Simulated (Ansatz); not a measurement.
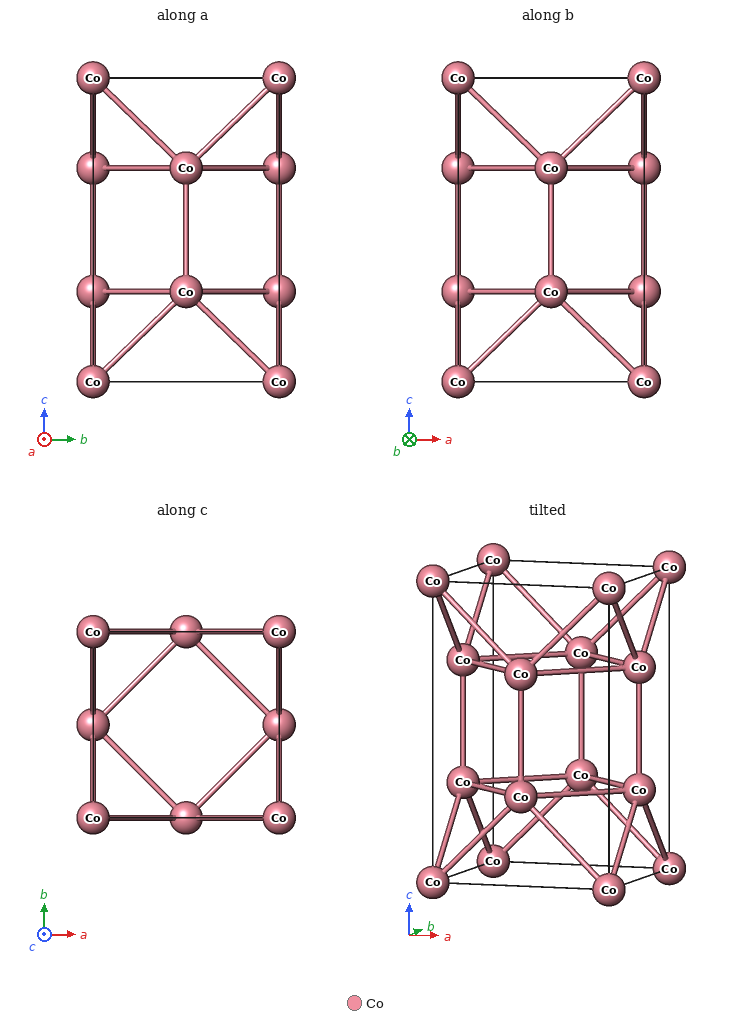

A ball-and-stick rendering, viewed along the a axis, along the b axis, along the c axis and slightly off an axis. The box is the conventional unit cell; atoms on or close to its faces, edges and corners are drawn wherever they repeat.

Lattice parameters: a = 3.413 Å, b = 3.413 Å, c = 5.566 Å, α = 90.00°, β = 90.00°, γ = 90.00°. Put a along x and b in the xy plane.

Set out the cell and atoms as a POSCAR file, with free fractional coordinates to two decimals.

```
Co
1.0
     3.413    0.000    0.000
     0.000    3.413    0.000
     0.000    0.000    5.566
Co
5
Direct
  0.50 0.00 0.30
  0.00 0.50 0.70
  0.00 0.50 0.30
  0.50 0.00 0.70
  0.00 0.00 0.00
```

It goes back to a structure type filled with this element by a generator (whether the element takes this form wasn't checked). This is the structure after a relaxation with DFT PBE, scalar-relativistic, plane waves, PAW (Ansatz 0.2.0).
